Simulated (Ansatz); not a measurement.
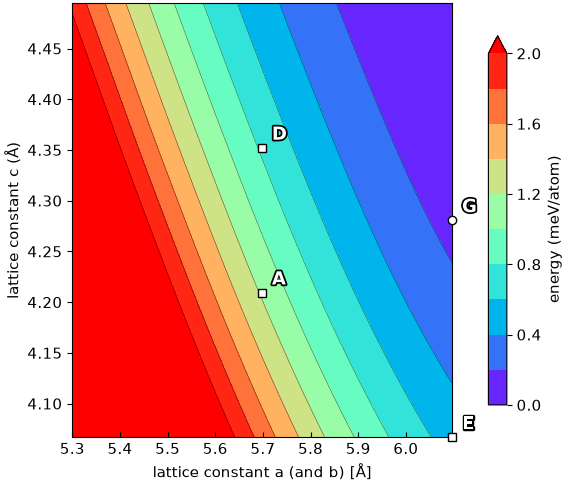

H (P6_3/mmc, No. 194; 2 atoms in the cell). The energy is mapped over the lattice constants a and c of the conventional cell. Coordinates scanned: (1) lattice constant a (and b); (2) lattice constant c. Nothing is relaxed (symmetry fixes all fractional coordinates). The grid has 7 × 7 points. Energies are in meV/atom, from the lowest grid point. Method: Ansatz 0.2.0, DFT PBE, scalar-relativistic, plane waves, PAW. Settings: cutoff 520 eV, k-mesh 6×6×6, gaussian smearing 0.05 eV, spin-polarised.

In the figure: filled contours, one colour for all values above the top of the scale, lettered points. Between grid points the surface is interpolated.

Is G the lowest point of the computed grid?

No. G lies 0.15 meV/atom above the lowest grid point, which is at lattice constant a (and b) = 6.097 Å, lattice constant c = 4.495 Å.

What kind of point is each of A, D: minimum, saddle, maximum or slope?

A: on a slope; D: on a slope. (In these two coordinates alone; a stationary point may lie a little off the grid point.)

Rank the lettered points by energy, lowest first.

G (0.15 meV/atom), E (0.52 meV/atom), D (0.77 meV/atom), A (1.18 meV/atom).
